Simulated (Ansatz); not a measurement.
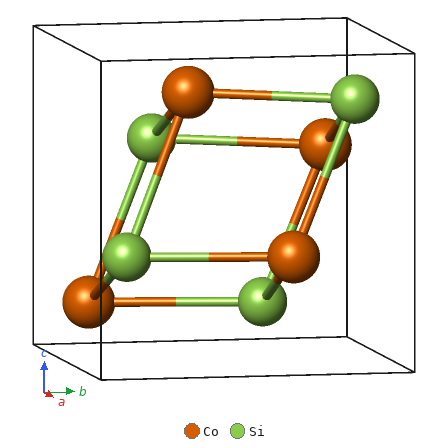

System: a slab cut from CoSi (slab content Co₁₂Si₁₂), space group P2_13 (No. 198). The picture shows the bulk cell.

Starting cell:
```xyz
8
Lattice="4.3858 0.0000 0.0000 0.0000 4.3858 0.0000 0.0000 0.0000 4.3858" Properties=species:S:1:pos:R:3 pbc="T T T"
Co    0.6386    0.6386    0.6386
Co    1.5543    3.7472    2.8315
Co    2.8315    1.5543    3.7472
Co    3.7472    2.8315    1.5543
Si    3.6985    3.6985    3.6985
Si    2.8802    0.6873    1.5056
Si    1.5056    2.8802    0.6873
Si    0.6873    1.5056    2.8802
```

One of the inputs:
```
crystal:
  lattice:
    - [4.3858255304, 0.0, 0.0]
    - [0.0, 4.3858255304, 0.0]
    - [0.0, 0.0, 26.8799323108]
  atoms:
    - { symbol: Co, position: [0.8543553236, 0.8543553236, 0.2790185598] }
    - { symbol: Si, position: [0.6566711518, 0.3433288482, 0.2808176788] }
    - { symbol: Si, position: [0.3433288482, 0.8433288482, 0.3112734136] }
    - { symbol: Co, position: [0.1456446764, 0.3543553236, 0.3130725326] }
    - { symbol: Co, position: [0.6456446764, 0.1456446764, 0.3606003413] }
    - { symbol: Si, position: [0.8433288482, 0.6566711518, 0.3623994603] }
    - { symbol: Si, position: [0.1566711518, 0.1566711518, 0.3928551951] }
    - { symbol: Co, position: [0.3543553236, 0.6456446764, 0.3946543141] }
    - { symbol: Co, position: [0.8543553236, 0.8543553236, 0.4421821228] }
    - { symbol: Si, position: [0.6566711518, 0.3433288482, 0.4439812418] }
    - { symbol: Si, position: [0.3433288482, 0.8433288482, 0.4744369766] }
    - { symbol: Co, position: [0.1456446764, 0.3543553236, 0.4762360957] }
    - { symbol: Co, position: [0.6456446764, 0.1456446764, 0.5237639043] }
    - { symbol: Si, position: [0.8433288482, 0.6566711518, 0.5255630234] }
    - { symbol: Si, position: [0.1566711518, 0.1566711518, 0.5560187582] }
    - { symbol: Co, position: [0.3543553236, 0.6456446764, 0.5578178772] }
    - { symbol: Co, position: [0.8543553236, 0.8543553236, 0.6053456859] }
    - { symbol: Si, position: [0.6566711518, 0.3433288482, 0.6071448049] }
    - { symbol: Si, position: [0.3433288482, 0.8433288482, 0.6376005397] }
    - { symbol: Co, position: [0.1456446764, 0.3543553236, 0.6393996587] }
    - { symbol: Co, position: [0.6456446764, 0.1456446764, 0.6869274674] }
    - { symbol: Si, position: [0.8433288482, 0.6566711518, 0.6887265864] }
    - { symbol: Si, position: [0.1566711518, 0.1566711518, 0.7191823212] }
    - { symbol: Co, position: [0.3543553236, 0.6456446764, 0.7209814402] }
basis:
  ecutwfc: 420
kpoints:
  mp_grid: { grid: [8, 8, 1] }
hamiltonian:
  xc: pbesol
scf:
  occupations: { method: gaussian, width: 0.1 }
output:
  forces: true
  eigenvalues: true
  write_density: true
  write_potential: true
  elf: true
  volumetric_format: npy
relax:
  adjacent_minimum: "off"
  f_tol: 0.02
  max_steps: 60
efield:
  axis: 3
  dipole_correction: true
  ramp_width: 0.04
```

Command:
```bash
ansatz run input.yaml --threads 4 --pin off --max-ram 10240MiB --backend cpu --events-out ev --progress --plain --runs-dir out
```

How it was computed, with Ansatz 0.2.0: spacing and rumpling of the atomic planes of a slab cut from the relaxed bulk cell along the Miller plane (conventional indices), bottom to top, after all atoms relax, plane waves with PAW datasets, Γ-centred k mesh. Level: PBEsol, no spin polarisation.

- space group in which the indices count: 198
- Miller index h: 1
- Miller index k: 0
- Miller index l: 0
- top plane: CoSi
- bottom plane: CoSi
- planes: 12
- surface cell: (1, 1)
- slab thickness as cut: 11.88 Å
- vacuum: 15 Å
- surface area: 19.23 Å²
- surface a: 4.386 Å
- surface b: 4.386 Å
- surface angle: 90 °
- slab atoms: 24
- wave cutoff: 420 eV
- k mesh: 8×8×1
- occupations: Gaussian
- smearing width: 0.1 eV
- boundary: dipole corrected

Describe the result: the spacing change of each pair of planes. The cases: 1–2; 2–3; 3–4; 4–5; 5–6; 6–7; 7–8; 8–9; 9–10; 10–11; 11–12.

The least value, −0.160 Å, is that of 1–2 and 11–12, and the largest, 0.074 Å, that of 2–3 and 10–11.

```csv
pair of planes,spacing change (Å),spacing to next (Å)
1–2,-0.160,0.707
2–3,0.074,1.400
3–4,-0.025,0.842
4–5,0.015,1.341
5–6,-0.009,0.858
6–7,0.007,1.333
7–8,-0.009,0.858
8–9,0.015,1.341
9–10,-0.025,0.842
10–11,0.074,1.400
11–12,-0.160,0.707
```

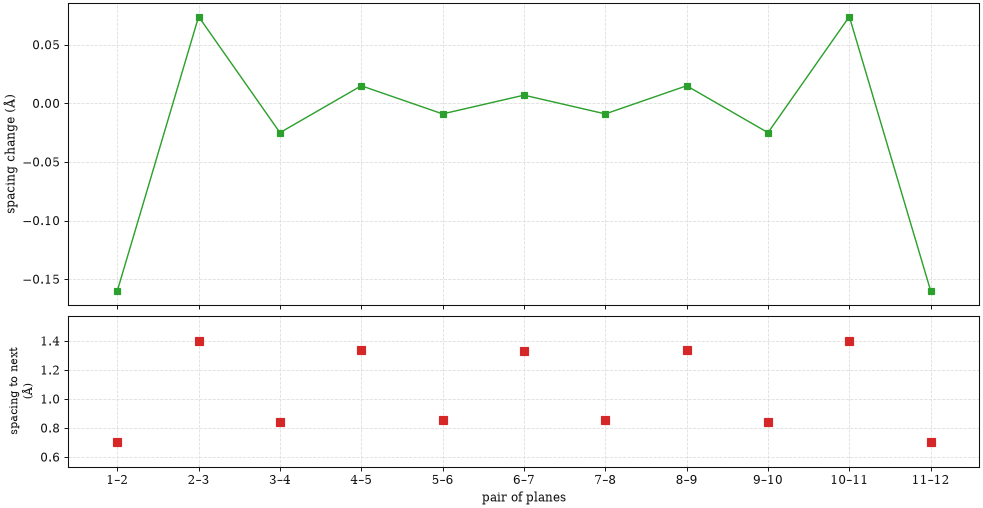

Limits of the calculation: no spin polarisation, a magnetic state may lie lower; xc potential rough in thin density.
